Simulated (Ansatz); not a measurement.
# C: geometry relaxation (part 1 of 2)

C (Fmmm, 2 atoms in the cell), computed with DFT, PBE, plane waves, PAW, no spin polarisation (Ansatz 0.2.0).

The structure derives from an entry of the Crystallography Open Database. Figures and captions count atoms from 1; the log counts them from 0 in places.

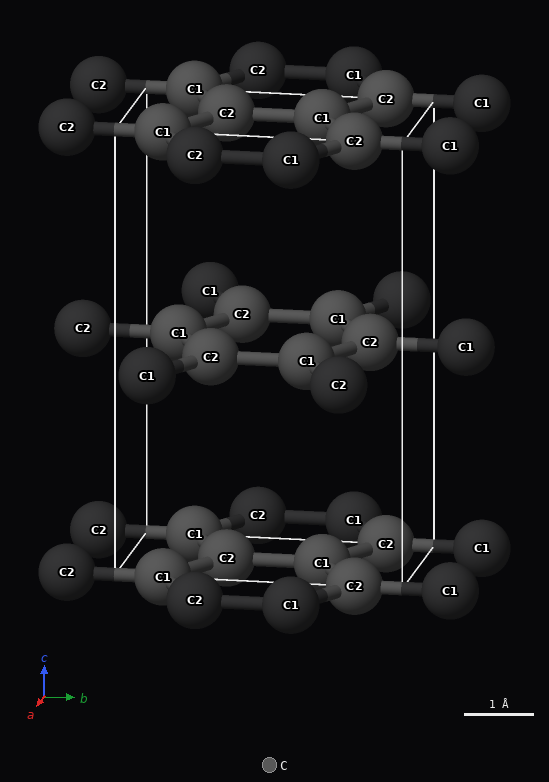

*The starting structure (ball-and-stick view of the cell 4 times as large as that of the calculation, set on its symmetry axes, seen slightly off an axis; neighbours outside the cell are drawn fainter; atoms are numbered from 1 in the order of the input). An atom can appear more than once, as a periodic image.*

Near neighbours in the periodic cell (some may lie outside the picture): C has 3 C at 1.42 Å.

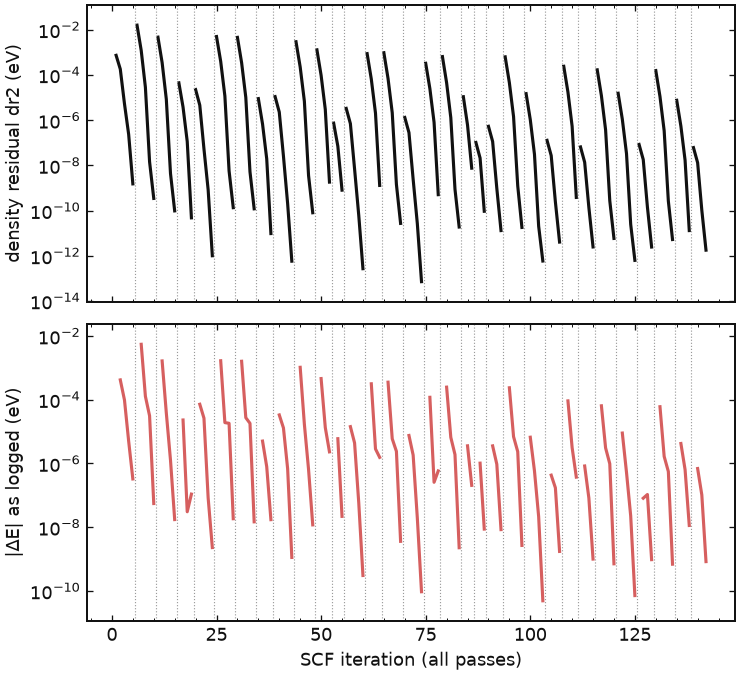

*Convergence of the self-consistent field: density residual dr2 and size of the energy change against the SCF iteration. The dotted lines part the SCF passes of the relaxation: geometry steps, rejected trials and re-solves on a re-selected basis.*

The 32 passes take 3 to 5 iterations each, 142 in all.

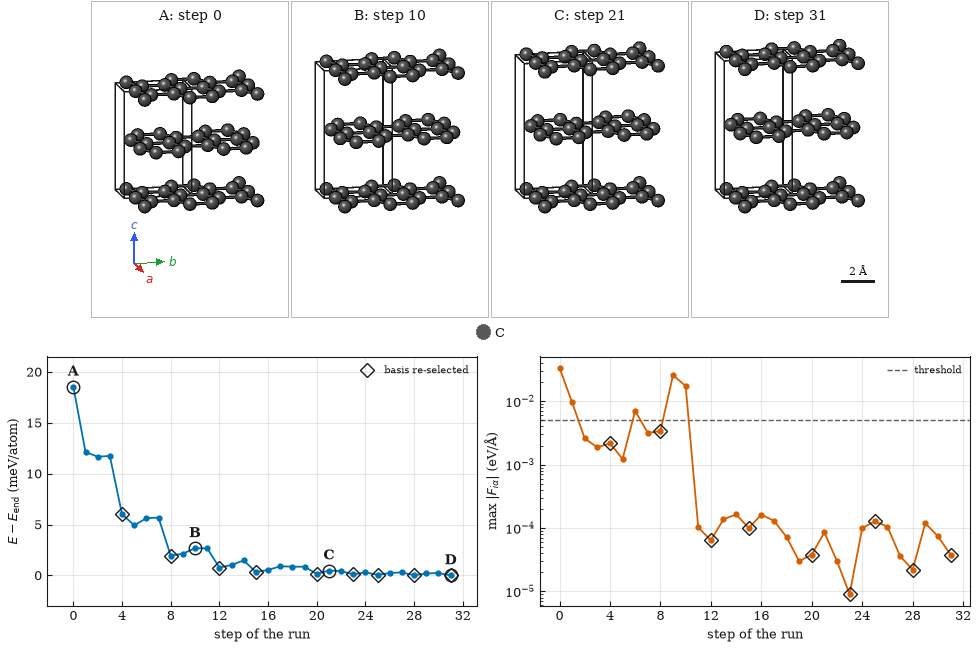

*Frames of the relaxation (ball-and-stick view of the cell 4 times as large as that of the calculation, set on its symmetry axes, repeated 2 × 2 × 1, seen slightly off an axis) above the curves, on which the letters mark them (the first geometry is step 0 here and step 1 in the log).*

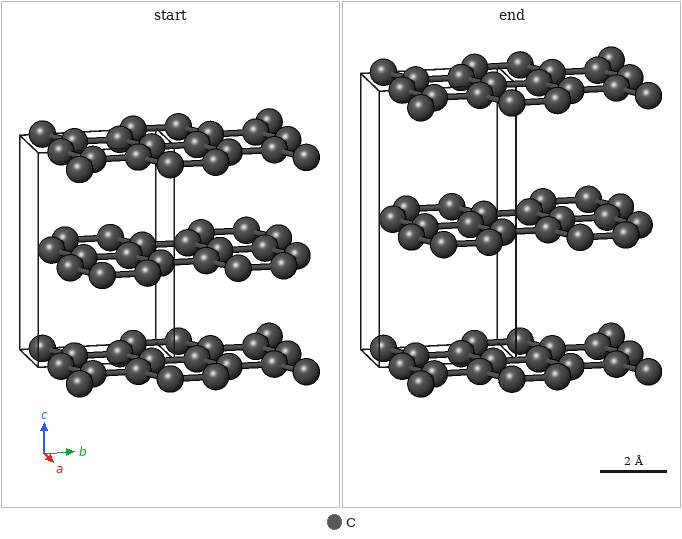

*Before (left) and after (right) the relaxation, at one scale (ball-and-stick view of the cell 4 times as large as that of the calculation, set on its symmetry axes, repeated 2 × 2 × 1, seen slightly off an axis).*

The atoms keep their places relative to the cell (all moves are under 0.005 Å). The volume changes by +29.9 %, with a 2.456 → 2.466 Å (+0.4 %), b 4.254 → 4.272 Å (+0.4 %), c 6.696 → 8.627 Å (+28.8 %). Among the contacts that change: C1–C2 1.418 → 1.424 Å. The space group stays Fmmm (No. 69). The energy falls by 18.3 meV per atom in 22 geometry steps. The largest force component goes from 0.034 to under 0.0001 eV/Å. Pressure: 4.60 GPa at the start and 0.01 GPa at the end. The basis was re-selected 8 times at an unchanged geometry, which shifts the energy a little without any move. The energy change given includes the shifts at the re-selections in mid-walk, which come without any move. A last SCF at the same geometry on a re-selected plane-wave basis shifts the energy by −0.2 meV per atom. (Atoms are counted from 1 in the order of the input.)

These pictures come from the run below.

**Input file**
```yaml
crystal:
  lattice:
    - [0.0, 2.127, 3.348]
    - [1.228, 0.0, 3.348]
    - [1.228, 2.127, 0.0]
  atoms:
    - { symbol: C, position: [0.16667, 0.83333, 0.16667] }
    - { symbol: C, position: [0.83333, 0.16667, 0.83333] }
basis:
  ecutwfc: 420
kpoints:
  mp_grid: { grid: [14, 14, 14] }
hamiltonian:
  xc: pbe
scf:
  occupations: { method: methfessel_paxton, width: 0.3 }
output:
  forces: true
  eigenvalues: true
  stress: true
relax:
  adjacent_minimum: "off"
  f_tol: 0.005
  max_steps: 80
  cell: { stress_tol: 0.05 }
```

Launched with:
```bash
ansatz run input.yaml --threads 2 --pin off --max-ram 5120MiB --backend cpu --events-out ev --progress --plain --runs-dir out
```

**Output**
```
The last accepted step is kept in [file] (removed where the run ends without a failure and the disk answers)
Engine: ansatz 0.2.0, x86_64-unknown-linux-gnu
Pseudopotentials: kind: paw
Pseudopotential: C, paw, valence charge 4, recommended cutoff 420 eV (normal), C.paw.azcp
Functional definition: PBE
  parameter kappa = 0.804
  parameter beta = 0.06672455060314922
  exchange = pbe_x(kappa = kappa, mu = beta*pi^2/3)
  correlation = pbe_c(beta = beta)
Crystal: 2 atoms, lattice volume = 17.490 Å³
Basis set: ecut = 420 eV, 333 PW (Γ), exchange–correlation on 54×48×36 points (8 copies of the dense FFT grid, shifted against one another)
Bands: 8, of which v1, the nominal top of the filled ones, is band 4 counted from 1 (3 counted from 0)
Symmetry: 8 space group operations
Space group: Fmmm (ITA 69), of the structure as read, at distance tolerance 2.6e-5 Å
k-points: 428 of 2744
Non-local potential: C, projectors of the file, l = 0: 2, l = 1: 2, l = 2: 1
PAW form: soft (Blöchl's): semilocal exchange-correlation on the pseudo side does not see the compensation charge
PAW one-centre angular grid: C, 110 points (default); XC on 64 Gauss nodes
Initial density: superposition of atomic densities (neutral atoms: chi_scale 0, normalization atom), corrected by the library's trained network
Initial wavefunctions: pseudopotential atomic-orbital guess
Functional: x = pbe(κ = 0.804, μ = 0.2195149727645171), c = pbe(β = 0.06672455060314922)
SCF iter   1: F=—  HF=-501.850826 eV  |F-HF|=—  |Δ(HF+E_count)|=         —  Δρ=2.29e-3  dr2=7.36e-4  ethr=1.77e-3  ⟨swp⟩=5.0  Hψ=22214  notcnv=0
preconditioner: auto → none  [insulator: Δε(μ)=0.360 eV  Ē_g=18.538 eV  σ=0.300 eV  W_gap=0.84  n_scr=2 (ndim 8)  ℏωp=25.1 eV  f_vac=0.005  D(μ)=0.03/eV (n_scr^D=0)  ε∞_Penn≈2.8]
SCF iter   2: F=—  HF=-501.851245 eV  |F-HF|=—  |Δ(HF+E_count)|=   4.19e-4  S|Δr|=    0.00e0  Δρ=1.17e-3  dr2=1.81e-4  ethr=9.21e-6  ⟨swp⟩=2.5  Hψ=8403  notcnv=0
SCF iter   3: F=—  HF=-501.851343 eV  |F-HF|=—  |Δ(HF+E_count)|=   9.78e-5  S|Δr|=    0.00e0  Δρ=2.11e-4  dr2=5.31e-6  ethr=2.26e-6  ⟨swp⟩=2.0  Hψ=4964  notcnv=0
SCF iter   4: F=—  HF=-501.851348 eV  |F-HF|=—  |Δ(HF+E_count)|=   5.00e-6  S|Δr|=    0.00e0  Δρ=6.36e-5  dr2=2.35e-7  ethr=6.64e-8  ⟨swp⟩=2.4  Hψ=5134  notcnv=0
SCF iter   5: F=-501.851348 eV  HF=-501.851348 eV  |F-HF|=4.40e-10  |Δ(HF+E_count)|=   3.26e-7  S|Δr|=    0.00e0  Δρ=4.01e-6  dr2=1.52e-9  ethr=1.25e-9  ⟨swp⟩=5.9  Hψ=17716  notcnv=0
SCF 1 converged in 5 iterations: F = -501.851348 eV  dr2 = 1.52e-9
  greatest PAW one-centre occupation: 0.675 electrons in one spin orbital (limit 2), on the C atom at site 1 (counted from 0), in its partial waves of l = 0
relax step   1: F+E_penalty+E_count = -501.85134801 eV  Δ(F+E_penalty+E_count) = +0.000e0 eV  max|allowed force component| = 3.368e-2 eV/Å  Δτ_max = 0.0000 Å  P = +4.595 GPa  Ω = 17.490 Å³  (5 SCF iters, dr2 threshold 1.00e-7 eV, accepted)
Crystal: 2 atoms, lattice volume = 18.438 Å³
Basis set: ecut = 420 eV, 345 PW (Γ), exchange–correlation on 54×48×36 points (8 copies of the dense FFT grid, shifted against one another)
Initial density: handed on by an earlier stage of this run
Initial wavefunctions: those handed on with the density
iter 1 solved again at ethr=2.03e-4 eV; its pass at ethr=3.10e-3 eV (dr2=1.62e-2 eV) is discarded
SCF iter   1: F=—  HF=-501.869754 eV  |F-HF|=—  |Δ(HF+E_count)|=         —  Δρ=7.69e-3  dr2=1.59e-2  ethr=2.03e-4  ⟨swp⟩=1.0  Hψ=30688  notcnv=0
preconditioner: auto → none  [insulator: Δε(μ)=0.533 eV  Ē_g=18.256 eV  σ=0.300 eV  W_gap=0.97  n_scr=2 (ndim 8)  ℏωp=24.5 eV  f_vac=0.070  D(μ)=0.03/eV (n_scr^D=0)  ε∞_Penn≈2.8]
SCF iter   2: F=—  HF=-501.864260 eV  |F-HF|=—  |Δ(HF+E_count)|=   5.49e-3  S|Δr|=    0.00e0  Δρ=2.41e-3  dr2=1.21e-3  ethr=1.99e-4  ⟨swp⟩=2.3  Hψ=4950  notcnv=0
SCF iter   3: F=—  HF=-501.864132 eV  |F-HF|=—  |Δ(HF+E_count)|=   1.28e-4  S|Δr|=    0.00e0  Δρ=6.42e-4  dr2=2.86e-5  ethr=1.52e-5  ⟨swp⟩=2.9  Hψ=5225  notcnv=0
SCF iter   4: F=—  HF=-501.864163 eV  |F-HF|=—  |Δ(HF+E_count)|=   3.12e-5  S|Δr|=    0.00e0  Δρ=1.35e-5  dr2=1.44e-8  ethr=2.50e-9  ⟨swp⟩=5.2  Hψ=21470  notcnv=0
SCF iter   5: F=-501.864163 eV  HF=-501.864163 eV  |F-HF|=1.75e-9  |Δ(HF+E_count)|=   5.51e-8  S|Δr|=    0.00e0  Δρ=2.10e-6  dr2=3.46e-10  ethr=1.79e-10  ⟨swp⟩=1.8  Hψ=10592  notcnv=0
SCF 2 converged in 5 iterations: F = -501.864163 eV  dr2 = 3.46e-10
  greatest PAW one-centre occupation: 0.673 electrons in one spin orbital (limit 2), on the C atom at site 1 (counted from 0), in its partial waves of l = 0
relax step   2: F+E_penalty+E_count = -501.86416314 eV  Δ(F+E_penalty+E_count) = -1.282e-2 eV  max|allowed force component| = 9.585e-3 eV/Å  Δτ_max = 0.0002 Å  P = +1.491 GPa  Ω = 18.438 Å³  energy of the carried Pulay correction = -3.140e-3 eV  (5 SCF iters, dr2 threshold 2.00e-7 eV, accepted)
[... from here on the SCF iterations and repeated set-up lines of each step are left out, up to the last step ...]
SCF 3 converged in 5 iterations: F = -501.865112 eV  dr2 = 9.72e-11
relax step   3: F+E_penalty+E_count = -501.86511212 eV  Δ(F+E_penalty+E_count) = -9.490e-4 eV  max|allowed force component| = 2.591e-3 eV/Å  Δτ_max = 0.0000 Å  P = +0.009 GPa  Ω = 18.982 Å³  energy of the carried Pulay correction = -4.867e-3 eV  (5 SCF iters, dr2 threshold 2.00e-7 eV, accepted)
SCF 4 converged in 4 iterations: F = -501.864956 eV  dr2 = 4.78e-11
relax step   4: F+E_penalty+E_count = -501.86495552 eV  Δ(F+E_penalty+E_count) = +1.566e-4 eV  max|allowed force component| = 1.869e-3 eV/Å  Δτ_max = 0.0000 Å  P = -0.018 GPa  Ω = 19.042 Å³  energy of the carried Pulay correction = -5.057e-3 eV  (4 SCF iters, dr2 threshold 6.49e-8 eV, accepted)
SCF 5 converged in 5 iterations: F = -501.876403 eV  dr2 = 1.01e-12
relax step   5: F+E_penalty+E_count = -501.87640311 eV  Δ(F+E_penalty+E_count) = -1.145e-2 eV  max|allowed force component| = 2.179e-3 eV/Å  Δτ_max = 0.0000 Å  P = +0.708 GPa  Ω = 19.042 Å³  stress off target by 1.54e0 GPa  SCF on the basis re-selected at this cell (its energy is not comparable with the rows above)  (5 SCF iters)
SCF 6 converged in 5 iterations: F = -501.878591 eV  dr2 = 1.35e-10
relax step   6: F+E_penalty+E_count = -501.87859118 eV  Δ(F+E_penalty+E_count) = -2.188e-3 eV  max|allowed force component| = 1.227e-3 eV/Å  Δτ_max = 0.0001 Å  P = +0.413 GPa  Ω = 19.660 Å³  energy of the carried Pulay correction = -2.456e-3 eV  (5 SCF iters, dr2 threshold 2.00e-7 eV, accepted)
SCF 7 converged in 5 iterations: F = -501.877202 eV  dr2 = 1.20e-10
relax step   7: F+E_penalty+E_count = -501.87720232 eV  Δ(F+E_penalty+E_count) = +1.389e-3 eV  max|allowed force component| = 7.049e-3 eV/Å  Δτ_max = 0.0001 Å  P = +0.017 GPa  Ω = 20.255 Å³  energy of the carried Pulay correction = -5.284e-3 eV  (5 SCF iters, dr2 threshold 2.00e-7 eV, accepted)
SCF 8 converged in 4 iterations: F = -501.877065 eV  dr2 = 9.66e-12
relax step   8: F+E_penalty+E_count = -501.87706495 eV  Δ(F+E_penalty+E_count) = +1.374e-4 eV  max|allowed force component| = 3.160e-3 eV/Å  Δτ_max = 0.0000 Å  P = -0.000 GPa  Ω = 20.282 Å³  energy of the carried Pulay correction = -5.424e-3 eV  (4 SCF iters, dr2 threshold 3.11e-9 eV, accepted)
SCF 9 converged in 5 iterations: F = -501.884558 eV  dr2 = 5.80e-13
relax step   9: F+E_penalty+E_count = -501.88455823 eV  Δ(F+E_penalty+E_count) = -7.493e-3 eV  max|allowed force component| = 3.385e-3 eV/Å  Δτ_max = 0.0000 Å  P = +0.162 GPa  Ω = 20.282 Å³  stress off target by 6.32e-1 GPa  SCF on the basis re-selected at this cell (its energy is not comparable with the rows above)  (5 SCF iters)
SCF 10 converged in 5 iterations: F = -501.884162 eV  dr2 = 8.04e-11
relax step  10: F+E_penalty+E_count = -501.88416214 eV  Δ(F+E_penalty+E_count) = +3.961e-4 eV  max|allowed force component| = 2.575e-2 eV/Å  Δτ_max = 0.0002 Å  P = +0.071 GPa  Ω = 20.776 Å³  energy of the carried Pulay correction = -1.760e-3 eV  (5 SCF iters, dr2 threshold 2.00e-7 eV, accepted)
SCF 11 converged in 4 iterations: F = -501.883095 eV  dr2 = 1.82e-9
relax step  11: F+E_penalty+E_count = -501.88309510 eV  Δ(F+E_penalty+E_count) = +1.067e-3 eV  max|allowed force component| = 1.746e-2 eV/Å  Δτ_max = 0.0001 Å  P = -0.001 GPa  Ω = 21.108 Å³  energy of the carried Pulay correction = -3.091e-3 eV  (4 SCF iters, dr2 threshold 1.63e-7 eV, accepted)
SCF 12 converged in 3 iterations: F = -501.883116 eV  dr2 = 8.02e-10
relax step  12: F+E_penalty+E_count = -501.88311598 eV  Δ(F+E_penalty+E_count) = -2.088e-5 eV  max|allowed force component| = 1.021e-4 eV/Å  Δτ_max = 0.0002 Å  P = -0.000 GPa  Ω = 21.104 Å³  energy of the carried Pulay correction = -3.073e-3 eV  (3 SCF iters, dr2 threshold 1.91e-8 eV, accepted)
SCF 13 converged in 5 iterations: F = -501.886894 eV  dr2 = 2.70e-13
relax step  13: F+E_penalty+E_count = -501.88689420 eV  Δ(F+E_penalty+E_count) = -3.778e-3 eV  max|allowed force component| = 6.430e-5 eV/Å  Δτ_max = 0.0000 Å  P = +0.075 GPa  Ω = 21.104 Å³  stress off target by 3.15e-1 GPa  SCF on the basis re-selected at this cell (its energy is not comparable with the rows above)  (5 SCF iters)
SCF 14 converged in 4 iterations: F = -501.886389 eV  dr2 = 1.30e-9
relax step  14: F+E_penalty+E_count = -501.88638856 eV  Δ(F+E_penalty+E_count) = +5.056e-4 eV  max|allowed force component| = 1.369e-4 eV/Å  Δτ_max = 0.0000 Å  P = +0.056 GPa  Ω = 21.382 Å³  energy of the carried Pulay correction = -9.202e-4 eV  (4 SCF iters, dr2 threshold 2.00e-7 eV, accepted)
SCF 15 converged in 5 iterations: F = -501.885490 eV  dr2 = 2.72e-11
relax step  15: F+E_penalty+E_count = -501.88548964 eV  Δ(F+E_penalty+E_count) = +8.989e-4 eV  max|allowed force component| = 1.640e-4 eV/Å  Δτ_max = 0.0000 Å  P = -0.032 GPa  Ω = 21.671 Å³  energy of the carried Pulay correction = -1.957e-3 eV  (5 SCF iters, dr2 threshold 6.37e-8 eV, accepted)
SCF 16 converged in 5 iterations: F = -501.887778 eV  dr2 = 7.21e-14
relax step  16: F+E_penalty+E_count = -501.88777778 eV  Δ(F+E_penalty+E_count) = -2.288e-3 eV  max|allowed force component| = 1.000e-4 eV/Å  Δτ_max = 0.0000 Å  P = +0.012 GPa  Ω = 21.671 Å³  stress off target by 1.82e-1 GPa  SCF on the basis re-selected at this cell (its energy is not comparable with the rows above)  (5 SCF iters)
SCF 17 converged in 4 iterations: F = -501.887372 eV  dr2 = 5.07e-10
relax step  17: F+E_penalty+E_count = -501.88737236 eV  Δ(F+E_penalty+E_count) = +4.054e-4 eV  max|allowed force component| = 1.618e-4 eV/Å  Δτ_max = 0.0000 Å  P = +0.069 GPa  Ω = 21.847 Å³  energy of the carried Pulay correction = -5.645e-4 eV  (4 SCF iters, dr2 threshold 8.25e-8 eV, accepted)
SCF 18 converged in 5 iterations: F = -501.886645 eV  dr2 = 1.88e-11
relax step  18: F+E_penalty+E_count = -501.88664545 eV  Δ(F+E_penalty+E_count) = +7.269e-4 eV  max|allowed force component| = 1.303e-4 eV/Å  Δτ_max = 0.0000 Å  P = -0.102 GPa  Ω = 22.082 Å³  energy of the carried Pulay correction = -1.353e-3 eV  (5 SCF iters, dr2 threshold 2.42e-8 eV, accepted)
SCF 19 converged in 3 iterations: F = -501.886721 eV  dr2 = 7.52e-9
relax step  19: F+E_penalty+E_count = -501.88672095 eV  Δ(F+E_penalty+E_count) = -7.550e-5 eV  max|allowed force component| = 7.185e-5 eV/Å  Δτ_max = 0.0000 Å  P = +0.049 GPa  Ω = 22.060 Å³  energy of the carried Pulay correction = -1.280e-3 eV  (3 SCF iters, dr2 threshold 5.98e-8 eV, accepted)
SCF 20 converged in 3 iterations: F = -501.886731 eV  dr2 = 9.35e-11
relax step  20: F+E_penalty+E_count = -501.88673067 eV  Δ(F+E_penalty+E_count) = -9.724e-6 eV  max|allowed force component| = 3.036e-5 eV/Å  Δτ_max = 0.0000 Å  P = -0.001 GPa  Ω = 22.058 Å³  energy of the carried Pulay correction = -1.271e-3 eV  (3 SCF iters, dr2 threshold 1.45e-8 eV, accepted)
SCF 21 converged in 4 iterations: F = -501.888139 eV  dr2 = 1.31e-11
relax step  21: F+E_penalty+E_count = -501.88813947 eV  Δ(F+E_penalty+E_count) = -1.409e-3 eV  max|allowed force component| = 3.807e-5 eV/Å  Δτ_max = 0.0000 Å  P = +0.026 GPa  Ω = 22.058 Å³  stress off target by 1.16e-1 GPa  SCF on the basis re-selected at this cell (its energy is not comparable with the rows above)  (4 SCF iters)
SCF 22 converged in 5 iterations: F = -501.887474 eV  dr2 = 1.80e-11
relax step  22: F+E_penalty+E_count = -501.88747397 eV  Δ(F+E_penalty+E_count) = +6.655e-4 eV  max|allowed force component| = 8.520e-5 eV/Å  Δτ_max = 0.0000 Å  P = -0.022 GPa  Ω = 22.300 Å³  energy of the carried Pulay correction = -7.390e-4 eV  (5 SCF iters, dr2 threshold 3.35e-8 eV, accepted)
SCF 23 converged in 5 iterations: F = -501.887588 eV  dr2 = 5.89e-13
relax step  23: F+E_penalty+E_count = -501.88758801 eV  Δ(F+E_penalty+E_count) = -1.140e-4 eV  max|allowed force component| = 2.976e-5 eV/Å  Δτ_max = 0.0000 Å  P = +0.000 GPa  Ω = 22.263 Å³  energy of the carried Pulay correction = -6.272e-4 eV  (5 SCF iters, accepted)
SCF 24 converged in 4 iterations: F = -501.888254 eV  dr2 = 4.06e-12
relax step  24: F+E_penalty+E_count = -501.88825410 eV  Δ(F+E_penalty+E_count) = -6.661e-4 eV  max|allowed force component| = 9.066e-6 eV/Å  Δτ_max = 0.0000 Å  P = +0.043 GPa  Ω = 22.263 Å³  stress off target by 8.65e-2 GPa  SCF on the basis re-selected at this cell (its energy is not comparable with the rows above)  (4 SCF iters)
SCF 25 converged in 4 iterations: F = -501.887841 eV  dr2 = 3.83e-10
relax step  25: F+E_penalty+E_count = -501.88784117 eV  Δ(F+E_penalty+E_count) = +4.129e-4 eV  max|allowed force component| = 9.989e-5 eV/Å  Δτ_max = 0.0000 Å  P = +0.003 GPa  Ω = 22.413 Å³  energy of the carried Pulay correction = -4.570e-4 eV  (4 SCF iters, dr2 threshold 1.87e-8 eV, accepted)
SCF 26 converged in 4 iterations: F = -501.888323 eV  dr2 = 2.47e-12
```
